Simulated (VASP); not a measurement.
## Run report: Cu2O, band-structure calculation

- system: Cu2O (P4₂/nnm, 6 atoms in the cell)
- method: DFT, PBE, plane waves, PAW (VASP 6.6.1)

The structure derives from a Materials Project entry. The geometry comes from this level: r2SCAN (a point of a series of strains). It belongs to a series of runs on one base structure; here: uniaxial_z strain +1.0%.

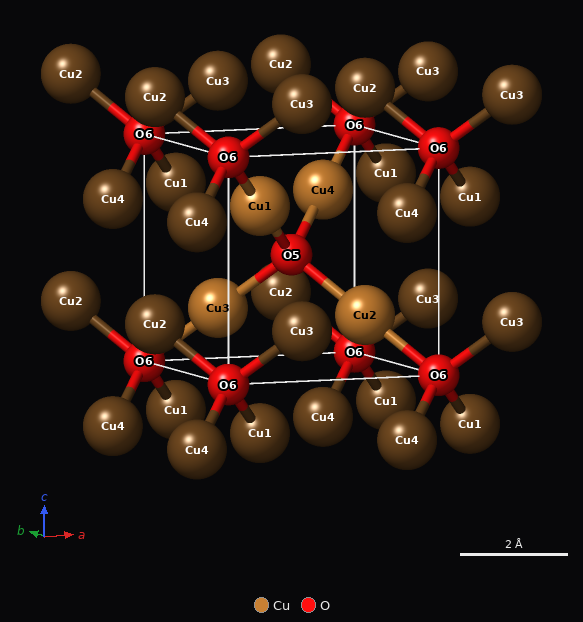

Figure 1. The input geometry (ball-and-stick view of the cell of the calculation, seen slightly off an axis; neighbours outside the cell are drawn fainter; atoms are numbered from 1 in the order of the input). An atom can appear more than once, as a periodic image.

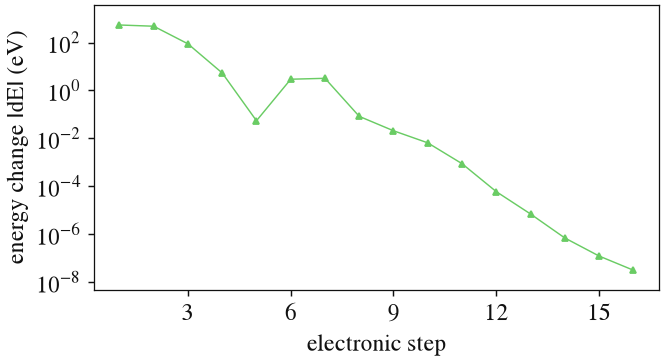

Figure 2. Convergence of the self-consistent field: energy change |dE| against the electronic step. It takes 16 electronic steps. The density is held fixed in the first few steps, and dE rises again when its update begins.

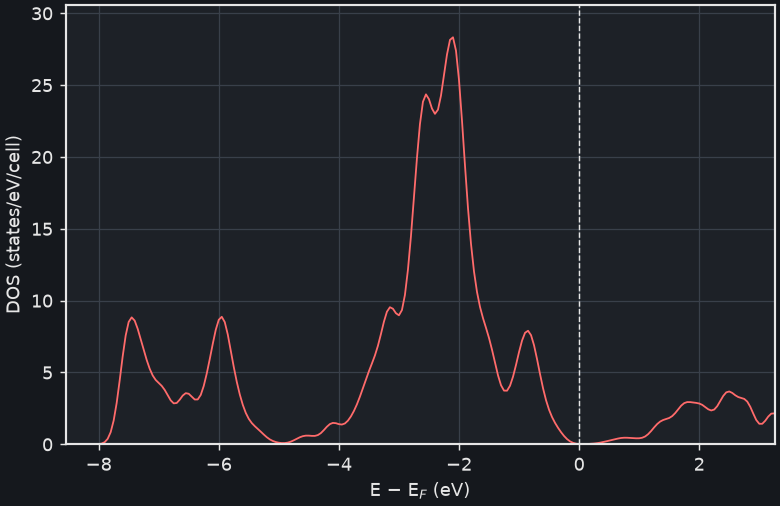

Figure 3. Density of states (the curve is built from the levels of the k mesh with Gaussians 0.3 eV wide, which also blur the band edges), with energies from the Fermi level. Small ripples come from the finite k-point mesh.

The input and output of the run follow.

INCAR:
```
ENCUT = 520.000000
SIGMA = 0.020000
EDIFF = 1.00e-07
GGA = PE
PREC = Accurate
IBRION = -1
ISIF = 2
ISMEAR = -1
NBANDS = 37
NELM = 120
NSW = 0
LASPH = .TRUE.
LCHARG = .TRUE.
LELF = .TRUE.
LWAVE = .FALSE.
LREAL = .FALSE.
```

KPOINTS:
```
KPOINTS created by Atomic Simulation Environment
0
Gamma
6 6 6
0 0 0
```

KPOINTS_OPT:
```
special points
4
Reciprocal
0.0000000000 0.0000000000 0.0000000000 1
0.0000000000 0.5000000000 0.0000000000 1
0.5000000000 0.5000000000 0.0000000000 1
0.5000000000 0.5000000000 0.5000000000 1
```

POSCAR:
```
Cu O
 1.0000000000000000
     4.2460802981999999    0.0000000000000000    0.0000000000000000
     0.0000000000000000    4.2460802981999999    0.0000000000000000
     0.0000000000000000    0.0000000000000000    4.2885411011999999
 Cu  O
   4   2
Cartesian
  1.0615200745500000  1.0615200745500000  3.2164058258999999
  3.1845602236500001  1.0615200745500000  1.0721352753000000
  1.0615200745500000  3.1845602236500001  1.0721352753000000
  3.1845602236500001  3.1845602236500001  3.2164058258999999
  2.1230401490999999  2.1230401490999999  2.1442705505999999
  0.0000000000000000  0.0000000000000000  0.0000000000000000
```

Run as:
```bash
mpirun -np 1 vasp_std
```

OSZICAR:
```
N       E                     dE             d eps       ncg     rms          rms(c)
DAV:   1     0.542157312433E+03    0.54216E+03   -0.25025E+04  2960   0.240E+03
DAV:   2     0.606011616229E+02   -0.48156E+03   -0.45843E+03  2965   0.454E+02
DAV:   3    -0.279420115147E+02   -0.88543E+02   -0.84271E+02  3765   0.214E+02
DAV:   4    -0.333240585207E+02   -0.53820E+01   -0.53073E+01  4349   0.594E+01
DAV:   5    -0.333787396945E+02   -0.54681E-01   -0.54656E-01  3903   0.721E+00    0.185E+01
DAV:   6    -0.304246424963E+02    0.29541E+01   -0.52112E+01  3930   0.134E+02    0.124E+01
DAV:   7    -0.271987766580E+02    0.32259E+01   -0.13603E+01  3863   0.866E+01    0.314E+00
DAV:   8    -0.272820121905E+02   -0.83236E-01   -0.15746E+00  3594   0.699E+00    0.162E+00
DAV:   9    -0.272611445064E+02    0.20868E-01   -0.91612E-02  4044   0.394E+00    0.648E-01
DAV:  10    -0.272546064538E+02    0.65381E-02   -0.36608E-02  4014   0.295E+00    0.270E-01
DAV:  11    -0.272537226533E+02    0.88380E-03   -0.56792E-03  4696   0.871E-01    0.707E-02
DAV:  12    -0.272536625246E+02    0.60129E-04   -0.82131E-04  4001   0.287E-01    0.179E-02
DAV:  13    -0.272536695471E+02   -0.70225E-05   -0.82070E-05  3993   0.141E-01    0.788E-03
DAV:  14    -0.272536688459E+02    0.70117E-06   -0.97995E-06  3795   0.586E-02    0.232E-03
DAV:  15    -0.272536687223E+02    0.12359E-06   -0.19047E-06  4161   0.138E-02    0.133E-03
DAV:  16    -0.272536686906E+02    0.31702E-07   -0.84771E-08  1835   0.380E-03
   1 F= -.27253669E+02 E0= -.27253669E+02  d E =-.152819E-07
       N       E                     dE             ncg
DAV:   1     0.657555599466E+04   -0.28842E+04      296
DAV:   2     0.474412956134E+04   -0.18314E+04      296
DAV:   3     0.443552668179E+04   -0.30860E+03      345
DAV:   4     0.441323154511E+04   -0.22295E+02      419
DAV:   5     0.441302485379E+04   -0.20669E+00      366
DAV:   6     0.441302194087E+04   -0.29129E-02      416
DAV:   7     0.441302185874E+04   -0.82134E-04      385
DAV:   8     0.441302185521E+04   -0.35284E-05      392
DAV:   9     0.441302185501E+04   -0.19809E-06      265
DAV:  10     0.441302185500E+04   -0.10267E-07      217
```

Parts of OUTCAR:
```
k-points           NKPTS =     40   k-points in BZ     NKDIM =     40   number of bands    NBANDS=     37

   NELECT =      56.0000    total number of electrons

   dimension x,y,z NGX =    32 NGY =   32 NGZ =   32
   dimension x,y,z NGXF=    64 NGYF=   64 NGZF=   64

  energy-cutoff  :      520.00
  volume of cell :       77.32
      direct lattice vectors                 reciprocal lattice vectors
     4.246080298  0.000000000  0.000000000     0.235511326  0.000000000  0.000000000
     0.000000000  4.246080298  0.000000000     0.000000000  0.235511326  0.000000000
     0.000000000  0.000000000  4.288541101     0.000000000  0.000000000  0.233179530

 k-points in reciprocal lattice and weights: KPOINTS created by Atomic Simulation Env
   0.00000000  0.00000000  0.00000000       0.005
   0.16666667  0.00000000  0.00000000       0.019
   0.33333333  0.00000000  0.00000000       0.019
   0.50000000  0.00000000  0.00000000       0.009
   0.16666667  0.16666667  0.00000000       0.019
   0.33333333  0.16666667  0.00000000       0.037
   0.50000000  0.16666667  0.00000000       0.019
   0.33333333  0.33333333  0.00000000       0.019
   0.50000000  0.33333333  0.00000000       0.019
   0.50000000  0.50000000  0.00000000       0.005
   0.00000000  0.00000000  0.16666667       0.009
   0.16666667  0.00000000  0.16666667       0.037
   0.33333333  0.00000000  0.16666667       0.037
   0.50000000  0.00000000  0.16666667       0.019
   0.16666667  0.16666667  0.16666667       0.037
   0.33333333  0.16666667  0.16666667       0.074
   0.50000000  0.16666667  0.16666667       0.037
   0.33333333  0.33333333  0.16666667       0.037
   0.50000000  0.33333333  0.16666667       0.037
   0.50000000  0.50000000  0.16666667       0.009
   0.00000000  0.00000000  0.33333333       0.009
   0.16666667  0.00000000  0.33333333       0.037
   0.33333333  0.00000000  0.33333333       0.037
   0.50000000  0.00000000  0.33333333       0.019
   0.16666667  0.16666667  0.33333333       0.037
   0.33333333  0.16666667  0.33333333       0.074
   0.50000000  0.16666667  0.33333333       0.037
   0.33333333  0.33333333  0.33333333       0.037
   0.50000000  0.33333333  0.33333333       0.037
   0.50000000  0.50000000  0.33333333       0.009
   0.00000000  0.00000000  0.50000000       0.005
   0.16666667  0.00000000  0.50000000       0.019
   0.33333333  0.00000000  0.50000000       0.019
   0.50000000  0.00000000  0.50000000       0.009
   0.16666667  0.16666667  0.50000000       0.019
   0.33333333  0.16666667  0.50000000       0.037
   0.50000000  0.16666667  0.50000000       0.019
   0.33333333  0.33333333  0.50000000       0.019
   0.50000000  0.33333333  0.50000000       0.019
   0.50000000  0.50000000  0.50000000       0.005

 E-fermi :   5.0559

 k-point     1 :       0.0000    0.0000    0.0000
  band No.  band energies     occupation
      1     -15.3862      2.00000
      2     -14.6482      2.00000
      3      -2.5012      2.00000
      4      -2.4591      2.00000
      5      -2.4591      2.00000
      6      -0.0899      2.00000
      7      -0.0508      2.00000
      8      -0.0264      2.00000
      9      -0.0264      2.00000
     10       1.7502      2.00000
     11       1.7516      2.00000
     12       1.8703      2.00000
     13       1.8858      2.00000
     14       1.8858      2.00000
     15       2.7407      2.00000
     16       2.7666      2.00000
     17       2.8513      2.00000
     18       2.8741      2.00000
     19       2.8741      2.00000
     20       3.0117      2.00000
     21       3.0117      2.00000
     22       3.0119      2.00000
     23       3.1930      2.00000
     24       3.2023      2.00000
     25       3.2023      2.00000
     26       4.7562      2.00000
     27       4.7814      2.00000
     28       4.7814      2.00000
     29       5.3113      0.00001
     30       5.9817      0.00000
     31       6.0712      0.00000
     32      12.6286      0.00000
     33      12.7713      0.00000
     34      12.7713      0.00000
     35      14.0220      0.00000
     36      14.1392      0.00000
     37      14.1392      0.00000

 k-point     2 :       0.1667    0.0000    0.0000
  band No.  band energies     occupation
      1     -15.3356      2.00000
      2     -14.6962      2.00000
      3      -2.3975      2.00000
      4      -2.3917      2.00000
      5      -2.3572      2.00000
      6      -0.6321      2.00000
      7      -0.3115      2.00000
      8      -0.2875      2.00000
      9       0.3752      2.00000
     10       1.7998      2.00000
     11       1.8884      2.00000
     12       1.9115      2.00000
     13       2.0636      2.00000
     14       2.0764      2.00000
     15       2.7442      2.00000
     16       2.7712      2.00000
     17       2.8150      2.00000
     18       2.8934      2.00000
     19       2.9066      2.00000
     20       2.9205      2.00000
     21       3.0653      2.00000
     22       3.0665      2.00000
     23       3.0713      2.00000
     24       3.1712      2.00000
     25       3.1800      2.00000
     26       3.9294      2.00000
     27       4.6902      2.00000
     28       4.7118      2.00000
     29       5.5536      0.00000
     30       6.4405      0.00000
     31       6.9502      0.00000
     32      12.2903      0.00000
     33      12.5009      0.00000
     34      12.6357      0.00000
     35      12.7944      0.00000
     36      13.4340      0.00000
     37      13.5568      0.00000

 k-point     3 :       0.3333    0.0000    0.0000
  band No.  band energies     occupation
      1     -15.1987      2.00000
      2     -14.8292      2.00000
      3      -2.1791      2.00000
      4      -2.1179      2.00000
      5      -2.0846      2.00000
      6      -1.2642      2.00000
      7      -0.8240      2.00000
      8      -0.8005      2.00000
      9       0.8264      2.00000
     10       1.8003      2.00000
     11       1.9489      2.00000
     12       2.1858      2.00000
     13       2.3836      2.00000
     14       2.3916      2.00000
     15       2.5585      2.00000
     16       2.6347      2.00000
     17       2.7215      2.00000
     18       2.8218      2.00000
     19       2.8537      2.00000
     20       2.8562      2.00000
     21       2.9761      2.00000
     22       3.0518      2.00000
     23       3.0964      2.00000
     24       3.1021      2.00000
     25       3.3629      2.00000
     26       3.3712      2.00000
     27       4.5130      2.00000
     28       4.5250      2.00000
     29       6.2115      0.00000
     30       7.5154      0.00000
     31       7.5503      0.00000
     32      10.8085      0.00000
     33      12.2530      0.00000
     34      12.3525      0.00000
     35      12.4874      0.00000
     36      12.6794      0.00000
     37      12.7779      0.00000

 k-point     4 :       0.5000    0.0000    0.0000
  band No.  band energies     occupation
      1     -15.0130      2.00000
      2     -15.0130      2.00000
      3      -1.8653      2.00000
      4      -1.8653      2.00000
      5      -1.8022      2.00000
      6      -1.8022      2.00000
      7      -1.1433      2.00000
      8      -1.1433      2.00000
      9       1.3755      2.00000
     10       1.3755      2.00000
     11       2.2046      2.00000
     12       2.2046      2.00000
     13       2.4030      2.00000
     14       2.4030      2.00000
     15       2.5913      2.00000
     16       2.5913      2.00000
     17       2.7377      2.00000
     18       2.7377      2.00000
     19       2.7503      2.00000
     20       2.7503      2.00000
     21       2.8972      2.00000
     22       2.8972      2.00000
     23       3.0807      2.00000
     24       3.0807      2.00000
     25       3.5762      2.00000
     26       3.5762      2.00000
     27       4.3758      2.00000
     28       4.3758      2.00000
     29       7.0438      0.00000
     30       7.0438      0.00000
     31       9.0142      0.00000
     32       9.0142      0.00000
     33      12.1610      0.00000
     34      12.1610      0.00000
     35      12.4485      0.00000
     36      12.4485      0.00000
     37      14.1187      0.00000

 k-point     5 :       0.1667    0.1667    0.0000
  band No.  band energies     occupation
      1     -15.2907      2.00000
      2     -14.7367      2.00000
      3      -2.4825      2.00000
      4      -2.3103      2.00000
      5      -2.1176      2.00000
      6      -1.0259      2.00000
      7      -0.4967      2.00000
      8      -0.2719      2.00000
      9       0.5008      2.00000
     10       1.8439      2.00000
     11       1.9417      2.00000
     12       1.9945      2.00000
     13       2.1217      2.00000
     14       2.2142      2.00000
     15       2.7406      2.00000
     16       2.7415      2.00000
     17       2.7942      2.00000
     18       2.8127      2.00000
     19       2.9501      2.00000
     20       2.9822      2.00000
     21       3.0167      2.00000
     22       3.0248      2.00000
     23       3.0622      2.00000
     24       3.1147      2.00000
     25       3.1738      2.00000
     26       3.8417      2.00000
     27       4.3601      2.00000
     28       4.6278      2.00000
     29       5.7777      0.00000
     30       6.9229      0.00000
     31       7.3404      0.00000
     32      11.4302      0.00000
     33      11.6176      0.00000
     34      12.3843      0.00000
     35      12.8874      0.00000
     36      13.5915      0.00000
     37      13.7296      0.00000

 [... the levels of 34 k-points are left out ...]

 k-point    40 :       0.5000    0.5000    0.5000
  band No.  band energies     occupation
      1     -15.2065      2.00000
      2     -14.7260      2.00000
      3      -2.3872      2.00000
      4      -2.3698      2.00000
      5      -2.3698      2.00000
      6      -0.9196      2.00000
      7      -0.9166      2.00000
      8      -0.9166      2.00000
      9       1.5355      2.00000
     10       1.5511      2.00000
     11       1.5511      2.00000
     12       2.2392      2.00000
     13       2.2648      2.00000
     14       2.4697      2.00000
     15       2.4697      2.00000
     16       2.4867      2.00000
     17       2.8205      2.00000
     18       2.8252      2.00000
     19       2.8252      2.00000
     20       3.0188      2.00000
     21       3.0252      2.00000
     22       3.0252      2.00000
     23       3.1410      2.00000
     24       3.1499      2.00000
     25       3.7828      2.00000
     26       4.2002      2.00000
     27       4.2002      2.00000
     28       4.2085      2.00000
     29       7.1965      0.00000
     30       7.2582      0.00000
     31       7.2582      0.00000
     32       9.6565      0.00000
     33       9.6743      0.00000
     34       9.6743      0.00000
     35      11.8690      0.00000
     36      12.4981      0.00000
     37      18.5928      0.00000

  Total        1.9568506      1.9568506      1.8850995      0.0000000      0.0000000      0.0000000
  in kB       40.5491974     40.5491974     39.0623963      0.0000000      0.0000000      0.0000000
  external PRESSURE =      40.0535971 kB  Pullay stress =       0.0000000 kB

 POSITION                                       TOTAL-FORCE (eV/Angst)
 -----------------------------------------------------------------------------------
      1.06152      1.06152      3.21641         0.000000     -0.000000     -0.000000
      3.18456      1.06152      1.07214         0.000000      0.000000      0.000000
      1.06152      3.18456      1.07214         0.000000      0.000000      0.000000
      3.18456      3.18456      3.21641        -0.000000     -0.000000     -0.000000
      2.12304      2.12304      2.14427        -0.000000      0.000000      0.000000
      0.00000      0.00000      0.00000        -0.000000      0.000000      0.000000
 -----------------------------------------------------------------------------------
    total drift:                               -0.000000      0.000000     -0.000000

  FREE ENERGIE OF THE ION-ELECTRON SYSTEM (eV)
  ---------------------------------------------------
  free  energy   TOTEN  =       -27.2536686906 eV

  energy  without entropy=      -27.2536686753  energy(sigma->0) =      -27.25366868
```

Key numbers:

- outcome: converged
- space group (tolerance 0.01 Å): P4₂/nnm (134)
- electrons treated: 56
- free energy: −27.2537 eV
- Fermi energy: 5.056 eV
- band gap: 0.53 eV
- pressure: 4.01 GPa
- largest force (length of the vector): under 0.001 eV/Å
- hardware: 1 CPU thread, shared host
- wall time: 78 s
- peak memory: 0.27 GiB
